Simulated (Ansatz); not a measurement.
Single-point calculation, with input and output: TiC

- system: TiC (Fm-3m, 2 atoms in the cell)
- method: DFT HSE06, scalar-relativistic, plane waves, PAW, no spin polarisation (Ansatz 0.2.0)

The structure derives from an entry of the Crystallography Open Database. Figures and captions count atoms from 1; the log counts them from 0 in places.

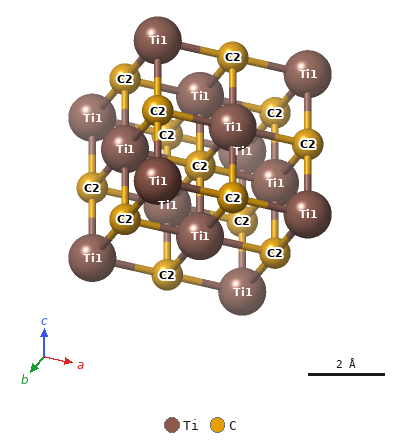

Fig. 1: The structure (ball-and-stick view of the cell 4 times as large as that of the calculation, set on its symmetry axes, seen at an oblique angle; atoms are numbered from 1 in the order of the input).

Key numbers

| quantity | value |
| --- | --- |
| outcome | converged |
| space group (tolerance 0.01 Å) | Fm-3m (225) |
| electrons treated | 16 |
| free energy | −2751.9126 eV |
| Fermi energy | 14.756 eV |
| gap on the k-point mesh | none (metallic) |
| pressure | −5.08 GPa |
| largest force (length of the vector) | under 0.001 eV/Å |
| hardware | 2 threads of Arm Neoverse V1, 24 GiB of memory available, shared host |
| wall time | 4.4 min (CPU time 8.3 min) |
| peak memory | 2.2 GiB |

Notes

Warnings of the run: the exchange loop's threshold is looser than advised for the stress; the SCF threshold is looser than advised for the printed stress. The cell is under a tension of 5.1 GPa at this level, so it is not at its equilibrium volume.

Input
```yaml
crystal:
  lattice:
    - [0.0, 2.1664107362, 2.1664107362]
    - [2.1664107362, 0.0, 2.1664107362]
    - [2.1664107362, 2.1664107362, 0.0]
  atoms:
    - { symbol: Ti, position: [0.0, 0.0, 0.0] }
    - { symbol: C, position: [0.5, 0.5, 0.5] }
basis:
  ecutwfc: 420
kpoints:
  mp_grid: { grid: [10, 10, 10] }
  band_path:
    path:
      - [[0.0, 0.0, 0.0], [0.5, 0.0, 0.5], [0.625, 0.25, 0.625]]
      - [[0.375, 0.375, 0.75], [0.0, 0.0, 0.0], [0.5, 0.5, 0.5], [0.5, 0.25, 0.75], [0.5, 0.0, 0.5]]
    npoints: 4
hamiltonian:
  xc: hse06
scf:
  occupations: { method: gaussian, width: 0.1 }
output:
  forces: true
  stress: true
  eigenvalues: true
  populations: true
  dos: { projected: true, de: 0.02 }
  bader: false
  write_density: true
  write_potential: true
  elf: true
  volumetric_format: npy
```

Command:
```bash
ansatz run input.yaml --threads 2 --pin off --max-ram 5120MiB --backend cpu --events-out ev --progress --plain --runs-dir out
```

Output
```
Warning: output.stress: scf.convergence.dr2_threshold = 1e-7 eV (the SCF's general default) is looser than the 2e-10 eV advised for a printed stress (1e-10 eV for each atom of the cell: 2). What an SCF threshold leaves in a stress goes as its square root, and in the free energy as the threshold itself, and one threshold admits the most on a small cell: of the crystals measured, under no hybrid functional and no lock of the moments, on runs that ended without the residual-converged pass, on stresses that held no estimate of that error, the worst erred by over 100 MPa in a component at 1e-7 eV an atom and by under 5 at 1e-10. Set scf.convergence.dr2_threshold to 2e-10 eV or tighter. The threshold is an SCF's pass mark: one that does not reach it within its budget of iterations ends unconverged, or closes short of it on a stop that the run arms, and scf.convergence.dr2_threshold's page says what that costs each kind of run
Warning: output.stress: scf.exx.energy_threshold = 1e-6 eV is looser than the 2e-8 eV advised for a stress under a hybrid functional (1e-8 eV for each atom of the cell: 2). Every SCF of the exchange loop can meet its threshold on dr2 while the loop round them stops early: no threshold on dr2 bounds what that leaves in the stress. Set scf.exx.energy_threshold to 2e-8 eV or tighter. The threshold is the loop's pass mark: a loop that does not reach it within its budget of cycles ends unconverged, and scf.exx.energy_threshold's page has the law
Engine: ansatz 0.2.0, aarch64-unknown-linux-gnu
Pseudopotentials: kind: paw
Pseudopotential: Ti, paw, valence charge 12, recommended cutoff 420 eV (normal), Ti.paw.azcp
Pseudopotential: C, paw, valence charge 4, recommended cutoff 420 eV (normal), C.paw.azcp
Functional definition: HSE06
  parameter a = 0.25
  parameter omega = 0.11/bohr
  exchange = pbe_x - a*pbe_x_sr(omega) + a*exact_x_sr(omega)
  correlation = pbe_c
Crystal: 2 atoms, lattice volume = 20.335 Å³
Basis set: ecut = 420 eV, 411 PW (Γ), exchange–correlation on 48×48×48 points (8 copies of the dense FFT grid, shifted against one another)
Bands: 12, of which v1, the nominal top of the filled ones, is band 8 counted from 1 (7 counted from 0)
Symmetry: 48 space group operations
Space group: Fm-3m (ITA 225), of the structure as read, at distance tolerance 2.7e-5 Å
k-points: 47 of 1000
Non-local potential: Ti, projectors of the file, l = 0: 3, l = 1: 2, l = 2: 3, l = 3: 1
Non-local potential: C, projectors of the file, l = 0: 2, l = 1: 2, l = 2: 1
PAW form: soft (Blöchl's): semilocal exchange-correlation on the pseudo side does not see the compensation charge
PAW frozen core: Ti, regenerated for the run's functional, and the local potential with it (the file was generated under x = pbe(κ = 0.804, μ = 0.2195149727645171), c = pbe(β = 0.06672455060314922))
PAW frozen core: C, regenerated for the run's functional, and the local potential with it (the file was generated under x = pbe(κ = 0.804, μ = 0.2195149727645171), c = pbe(β = 0.06672455060314922))
PAW one-centre angular grid: Ti, 590 points (default); XC on 64 Gauss nodes
PAW one-centre angular grid: C, 110 points (default); XC on 64 Gauss nodes
Initial density: superposition of atomic densities (neutral atoms: chi_scale 0, normalization atom), corrected by the library's trained network
Initial wavefunctions: pseudopotential atomic-orbital guess
Functional: x = pbe(κ = 0.804, μ = 0.2195149727645171), c = pbe(β = 0.06672455060314922), warm-up for x = pbe(κ = 0.804, μ = 0.2195149727645171) + 0.25 (exact − pbe) at short range (hse, ω = 0.20786987370883472 Å⁻¹), c = pbe(β = 0.06672455060314922); HSE06 as pw.x's `hse` composes it (authors' and Libxc's form: `xc: wpbeh`)
SCF iter   1: F=—  HF=-2752.273946 eV  |F-HF|=—  |Δ(HF+E_count)|=         —  Δρ=3.38e-3  dr2=1.33e-3  ethr=1.77e-3  ⟨swp⟩=4.6  Hψ=2129  notcnv=0
preconditioner: auto → none  [metal: Δε(μ)=0.107 eV  Ē_g=7.856 eV  σ=0.100 eV  W_gap=0.49  n_scr=8 (ndim 8)  ℏωp=23.3 eV  f_vac=0.000  D(μ)=0.29/eV (n_scr^D=0)  sad-step TF]
SCF iter   2: F=—  HF=-2752.274232 eV  |F-HF|=—  |Δ(HF+E_count)|=   2.86e-4  Δρ=2.18e-3  dr2=6.75e-4  ethr=8.28e-6  ⟨swp⟩=3.1  Hψ=1179  notcnv=0
iter 3 solved again at ethr=2.13e-8 eV; its pass at ethr=4.22e-6 eV (dr2=3.41e-6 eV) is discarded
SCF iter   3: F=—  HF=-2752.274186 eV  |F-HF|=—  |Δ(HF+E_count)|=   4.59e-5  Δρ=2.72e-4  dr2=6.02e-6  ethr=2.13e-8  ⟨swp⟩=4.5  Hψ=2447  notcnv=0
eigensolver tolerance schedule calibrated: the retry pair's looser diagonalisation under-reported the residual by θ = 0.43 (0.19/decade); ethr = c·dr2/N_el runs at the constant in force after the calibration composes with the one it found (an armed cap, an earlier calibration), c = 2.8e-2
SCF iter   4: F=—  HF=-2752.274187 eV  |F-HF|=—  |Δ(HF+E_count)|=   1.56e-6  Δρ=2.80e-5  dr2=1.09e-7  ethr=1.06e-8  ⟨swp⟩=4.1  Hψ=1359  notcnv=0
SCF iter   5: F=—  HF=-2752.274187 eV  |F-HF|=—  |Δ(HF+E_count)|=   4.78e-8  Δρ=5.45e-6  dr2=4.67e-9  ethr=1.91e-10  ⟨swp⟩=3.9  Hψ=1367  notcnv=0
SCF iter   6: F=-2752.274187 eV  HF=-2752.274187 eV  |F-HF|=1.31e-10  |Δ(HF+E_count)|=  2.45e-10  Δρ=1.04e-6  dr2=1.78e-10  ethr=8.22e-12  ⟨swp⟩=4.5  Hψ=1446  notcnv=0
SCF 1 converged in 6 iterations: F = -2752.274187 eV  dr2 = 1.78e-10
  greatest PAW one-centre occupation: 0.999 electrons in one spin orbital (limit 2), on the Ti atom at site 0 (counted from 0), in its partial waves of l = 0
Initial density: handed on by an earlier stage of this run
Initial wavefunctions: those handed on with the density
Functional: x = pbe(κ = 0.804, μ = 0.2195149727645171) + 0.25 (exact − pbe) at short range (hse, ω = 0.20786987370883472 Å⁻¹), c = pbe(β = 0.06672455060314922); HSE06 as pw.x's `hse` composes it (authors' and Libxc's form: `xc: wpbeh`)
Exchange kernel: α = 0.2500, screened, ω = 0.2079 Å⁻¹, Wigner–Seitz truncation, v(0) = 1046.9289 eV·Å³, q-mesh 10×10×10, nearest image of the exchange supercell L = 30.64 Å, pair-density grid 12×12×12, without the augmentation charges, whose exchange is taken in its separable form by FFT convolution over the k-point mesh (sized by the pseudopotential files, 18×18×18 at the most), smooth part of the exact exchange by density-matrix convolution
Frozen-core exchange: fock
iter 1 solved again at ethr=3.47e-4 eV; its pass at ethr=1.00e-1 eV (dr2=1.97e-1 eV) is discarded
SCF iter   1: F=—  HF=-2751.969347 eV  |F-HF|=—  |Δ(HF+E_count)|=         —  Δρ=3.17e-2  dr2=2.76e-1  ethr=3.47e-4  ⟨swp⟩=4.3  Hψ=2865  notcnv=0
preconditioner: auto → none  [insulator: Δε(μ)=0.196 eV  Ē_g=9.892 eV  σ=0.100 eV  W_gap=0.83  n_scr=8 (ndim 8)  ℏωp=23.3 eV  f_vac=0.000  D(μ)=0.12/eV (n_scr^D=0)]
SCF iter   2: F=—  HF=-2751.948021 eV  |F-HF|=—  |Δ(HF+E_count)|=   2.13e-2  Δρ=2.98e-2  dr2=2.36e-1  ethr=3.47e-4  ⟨swp⟩=4.7  Hψ=1934  notcnv=0
SCF iter   3: F=—  HF=-2751.899597 eV  |F-HF|=—  |Δ(HF+E_count)|=   4.84e-2  Δρ=4.13e-3  dr2=5.01e-3  ethr=3.47e-4  ⟨swp⟩=4.0  Hψ=1581  notcnv=0
SCF iter   4: F=—  HF=-2751.913631 eV  |F-HF|=—  |Δ(HF+E_count)|=   1.40e-2  Δρ=3.66e-3  dr2=3.73e-3  ethr=4.11e-6  ⟨swp⟩=4.5  Hψ=1461  notcnv=0
SCF iter   5: F=—  HF=-2751.912775 eV  |F-HF|=—  |Δ(HF+E_count)|=   8.56e-4  Δρ=7.12e-4  dr2=9.45e-5  ethr=4.11e-6  ⟨swp⟩=4.1  Hψ=1324  notcnv=0
SCF iter   6: F=—  HF=-2751.913088 eV  |F-HF|=—  |Δ(HF+E_count)|=   3.12e-4  Δρ=4.02e-4  dr2=3.93e-5  ethr=6.15e-8  ⟨swp⟩=4.0  Hψ=1706  notcnv=0
SCF iter   7: F=-2751.913079 eV  HF=-2751.913080 eV  |F-HF|=1.66e-7  |Δ(HF+E_count)|=   8.10e-6  Δρ=4.08e-5  dr2=5.28e-6  ethr=6.02e-8  ⟨swp⟩=3.1  Hψ=1130  notcnv=0
SCF 2 stopped early in 7 iterations: F = -2751.913079 eV  dr2 = 5.28e-6
hybrid outer 1: dexx = +1.641e-2 eV, tail = 4.35e-5 eV
Exchange kernel: α = 0.2500, screened, ω = 0.2079 Å⁻¹, Wigner–Seitz truncation, v(0) = 1046.9289 eV·Å³, q-mesh 10×10×10, nearest image of the exchange supercell L = 30.64 Å, pair-density grid 12×12×12, without the augmentation charges, whose exchange is taken in its separable form by FFT convolution over the k-point mesh (sized by the pseudopotential files, 18×18×18 at the most), smooth part of the exact exchange by density-matrix convolution
Frozen-core exchange: fock
SCF iter   1: F=—  HF=-2751.912577 eV  |F-HF|=—  |Δ(HF+E_count)|=         —  Δρ=8.15e-5  dr2=6.84e-7  ethr=1.36e-6  ⟨swp⟩=3.8  Hψ=1449  notcnv=0
preconditioner: auto → none  [insulator: Δε(μ)=0.115 eV  Ē_g=9.568 eV  σ=0.100 eV  W_gap=0.55  n_scr=8 (ndim 8)  ℏωp=23.3 eV  f_vac=0.000  D(μ)=0.16/eV (n_scr^D=0)]
SCF iter   2: F=—  HF=-2751.912578 eV  |F-HF|=—  |Δ(HF+E_count)|=   1.14e-6  Δρ=4.29e-5  dr2=3.18e-7  ethr=8.40e-10  ⟨swp⟩=4.5  Hψ=1767  notcnv=0
SCF iter   3: F=—  HF=-2751.912578 eV  |F-HF|=—  |Δ(HF+E_count)|=   4.04e-8  Δρ=1.45e-5  dr2=2.06e-8  ethr=4.87e-10  ⟨swp⟩=3.7  Hψ=1153  notcnv=0
SCF iter   4: F=—  HF=-2751.912578 eV  |F-HF|=—  |Δ(HF+E_count)|=   8.86e-8  Δρ=8.50e-6  dr2=1.74e-8  ethr=1.95e-11  ⟨swp⟩=4.9  Hψ=1770  notcnv=0
SCF iter   5: F=-2751.912578 eV  HF=-2751.912578 eV  |F-HF|=0.00e0  |Δ(HF+E_count)|=   3.93e-9  Δρ=2.93e-7  dr2=4.43e-10  ethr=1.95e-11  ⟨swp⟩=4.2  Hψ=1354  notcnv=0
SCF 3 converged in 5 iterations: F = -2751.912578 eV  dr2 = 4.43e-10
  Residual-converged pass: ⟨swp⟩=2.0  Hψ=889  notcnv=0  max |occ|·‖R‖ = 2.2e-6 eV (tolerance 2.4e-6 eV)  dr2=4.44e-10  dr2_onsite=1.43e-12  max |Δocc| = 2.9e-12
```

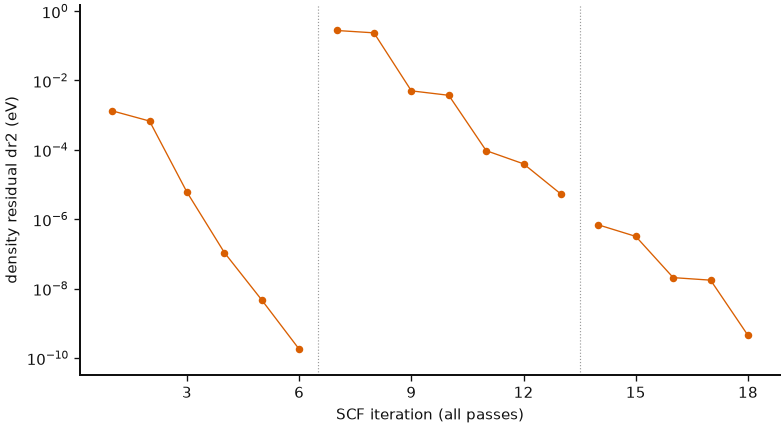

Fig. 2: Convergence of the self-consistent field: density residual dr2 against the SCF iteration. The run starts with a semilocal functional; after that each stretch between dotted lines is one SCF of the hybrid functional between two exact rebuilds of the exchange operator by the outer loop. Early passes are stopped at a loose threshold. The passes take 6, 7 and 5 iterations.

```
hybrid outer 2: dexx = +1.298e-6 eV, tail = 1.42e-8 eV, Δε = 2.70e-3 eV (about 5.41e-5 eV left of the loop's levels)
NSCF: frozen V_eff on 26 k-points
hybrid SCF converged: 2 outer / 12 inner (+6 warm-up), last move |dexx| = 1.30e-6 eV, tail = 1.42e-8 eV
Stability not checked: this state was not tested for a lower state beside it, because the functional holds exact exchange (a hybrid, or Hartree-Fock), whose exchange loop this test does not read (fock_operator; see scf.lower_state_search)
Free energy (F): -2751.912578 eV
Frozen-core exchange: fock
Harris-Foulkes:  -2751.912578 eV  (|F-HF|=0.00e0)
Internal energy: -2751.911805 eV  (E = F + TS)
E sigma→0 (E₀):  -2751.912192 eV
Entropy (-TS):   -0.000774 eV (-0.387 meV/atom)
Fermi energy:    14.756209 eV
--- Per-component energies (eV) ---
  E_band       = -147.401059
  E_kinetic    = 361.837234
  E_local      = -766.804199  (includes V_loc(G=0)·N_el)
  E_nonlocal   = 28.503104
  E_hartree    = 309.018193
  E_xc         = -119.448933
  E_vxc        = -147.694664  (∫ρ·V_xc dr)
  E_exx        = -48.498681  (= α·E_x^exact, valence–valence)
  E_paw        = -1123.510554  (= ΣΔE_a)
  E_vpaw       = -144.281674  (= ΣTr[D̂ρ^β])
  E_aug_tail   = 0.000149  (compensation charges beyond the density's cutoff)
  E_ewald      = -1392.818961
  E_core_change = -0.189156  (= ΣΔE_core)
  E_smearing   = -0.000774  (= −TS)
  E_closure    = 0.000000  (closes the sum)
  Σ components = -2751.912578   (vs F -2751.912578, Δ=-4.55e-13)
--- Forces (eV/Å), atoms counted from 1 ---
  atom   1  Ti    -0.00000000    -0.00000000    -0.00000000
  atom   2  C      0.00000000     0.00000000    -0.00000000
  max |Σ_I F_I| component: 2.30e-30 eV/Å
--- Stress (GPa, compression-positive) ---
       -5.078138      -0.000000      -0.000000
        0.000000      -5.078138       0.000000
       -0.000000      -0.000000      -5.078138
  P = ⅓ Tr σ = -5.0781 GPa (-50.781 kbar)
--- Band table (eV; the first three rows and the last of 47) ---
  k-point 0: bands = ["-46.7555", "-21.1418", "-21.1418", "-21.1418", "0.3863", "15.9234", "15.9234", "15.9234", "16.4657", "16.4657", "16.4657", "16.6652"]
  k-point 1: bands = ["-46.7480", "-21.1955", "-21.1463", "-21.1463", "0.6351", "14.4768", "14.6738", "14.6738", "16.2375", "16.2375", "17.3044", "18.5132"]
  k-point 2: bands = ["-46.7285", "-21.3346", "-21.1581", "-21.1581", "1.3429", "12.4427", "13.1644", "13.1644", "16.7916", "16.7916", "17.9527", "20.4916"]
  k-point 46: bands = ["-46.6502", "-21.5235", "-21.4302", "-21.3300", "3.5143", "10.5935", "11.1200", "11.5567", "17.5714", "18.7899", "19.2705", "20.2079"]
--- Löwdin populations: 2 sites ---
  site symbol       q [e]
     0     Ti     11.0422
     1      C      4.8926
  spilling = 0.004072 (of n_electrons = 16.000000)
```

File populations.tsv
```
# site	symbol	l	j	q
# orbitals = lowdin
# n_electrons = 16.000000
# spilling = 0.004072
0	Ti	0_3S	-	1.874744
0	Ti	0_4S	-	0.516849
0	Ti	1_3P	-	5.985025
0	Ti	2_3D	-	2.665586
1	C	0_2S	-	1.383339
1	C	1_2P	-	3.509296
```

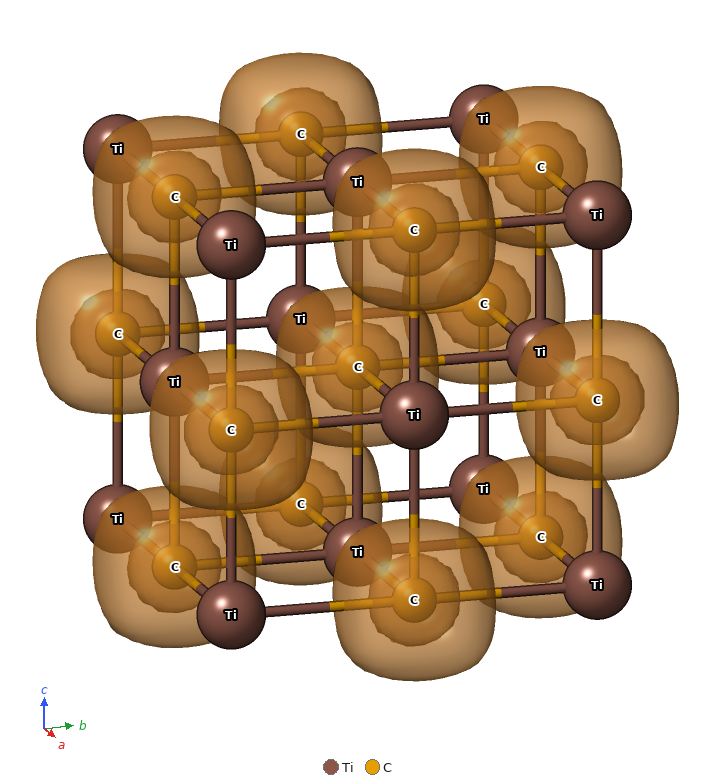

Fig. 3: Isosurface of the electron localisation function at 0.7 (orange), seen slightly off an axis. Only the valence region is drawn (cores and ρ < 0.01 e/Å³ removed). Sticks mark near contacts. The outline is the cell set on symmetry axes. Profiles from the grid: Ti–C (2.17 Å): the ELF is about 0.30 at the midpoint; a polar contact without a shared pair, in a metal. The fields are those of the smooth PAW valence density.

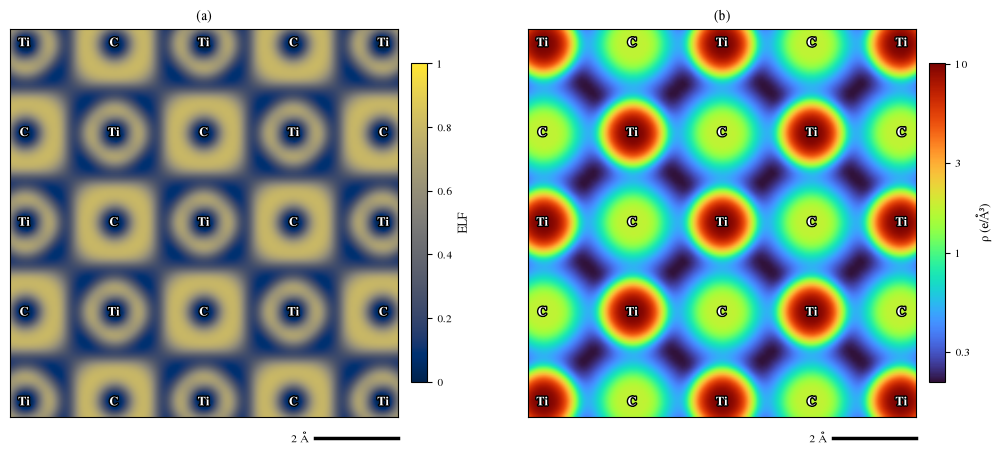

Fig. 4: (a) ELF; (b) valence electron density on the (001) plane of the conventional cell. The plane passes through Ti and C nuclei. Ti–C (2.17 Å): the density is about 0.52 e/Å³ at the midpoint; the ELF is about 0.30 at the midpoint; a polar contact without a shared pair, in a metal. Away from the nuclei the density in this plane falls to 0.21 e/Å³ at its lowest. The strong features right at Ti lie inside the PAW spheres (semicore, d or f shells) and say nothing about bonding.

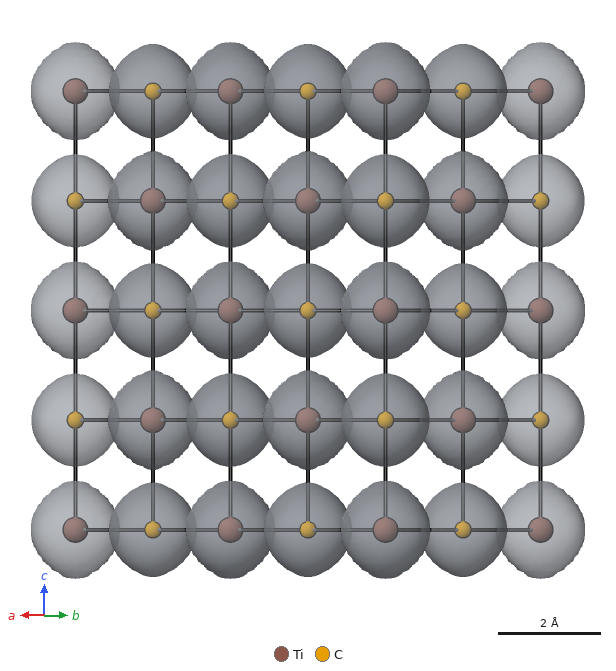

Fig. 5: Isosurface of the valence charge density (pseudo) at 0.6 e/Å³ (grey), seen along [110]. Sticks mark near contacts. The outline is the cell set on symmetry axes. At this value the density breaks into separate islands; it holds about 70 % of the electrons treated as valence (semicore included). It is pinched off along the Ti–C (2.17 Å) contacts. On the grid the lowest density along these lines, outside the cores, is 0.52 e/Å³ (Ti–C, 2.17 Å).
